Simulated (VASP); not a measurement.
System BN (space group R3m, No. 160); source of the atomic positions: coordinates from a relaxation with VASP Kohn-Sham DFT of a periodic cell, HSEsol, VASP PAW PBE potentials, recommended (VASP 6.6.1).

```cif
data_structure
_symmetry_space_group_name_H-M 'R3m:H'
_symmetry_Int_Tables_number 160
_cell_length_a 2.4907
_cell_length_b 2.4907
_cell_length_c 10.4274
_cell_angle_alpha 90.000
_cell_angle_beta 90.000
_cell_angle_gamma 120.000
_cell_volume 56.02
loop_
_atom_site_label
_atom_site_type_symbol
_atom_site_symmetry_multiplicity
_atom_site_Wyckoff_symbol
_atom_site_fract_x
_atom_site_fract_y
_atom_site_fract_z
_atom_site_occupancy
N1 N 3 a 0.66667 0.33333 0.00053 1
B1 B 3 a 0.00000 0.00000 0.00037 1
```

Bonds are taken as B–N below 1.6 Å. The graph is simplified in the usual way: terminal and isolated atoms are pruned, two-connected atoms become edges.

What net does this leave?

The result is a uninodal 3-connected, two-periodic (layers) net: N and B are 3-connected nodes. It is the hcb net, known from graphene. The layers lie parallel to (001).

```json
{"node": "N and B", "links": "3", "point symbol": "6³", "coordination sequence": "3 6 9 12 15 18"}
```

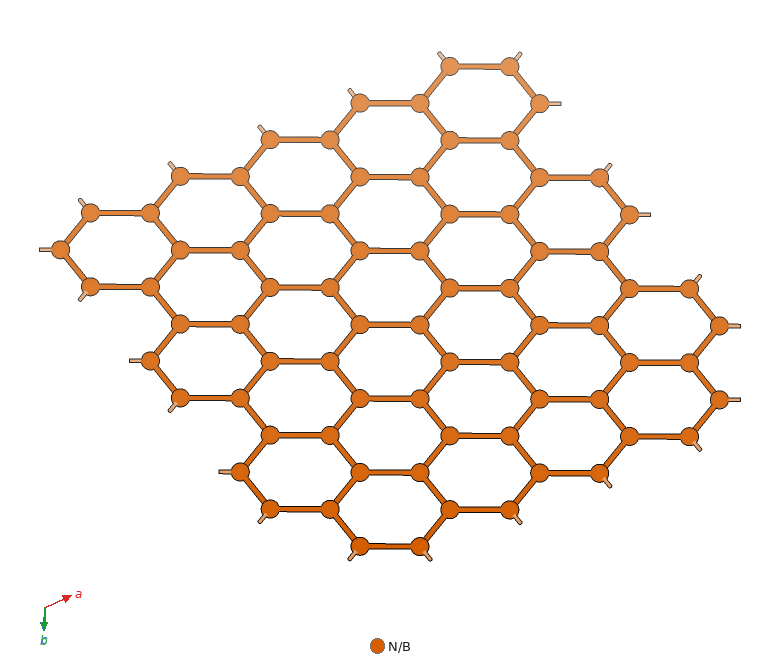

Nodes are coloured by topological kind. One layer is drawn. Edges to nodes outside the piece are drawn as stubs.
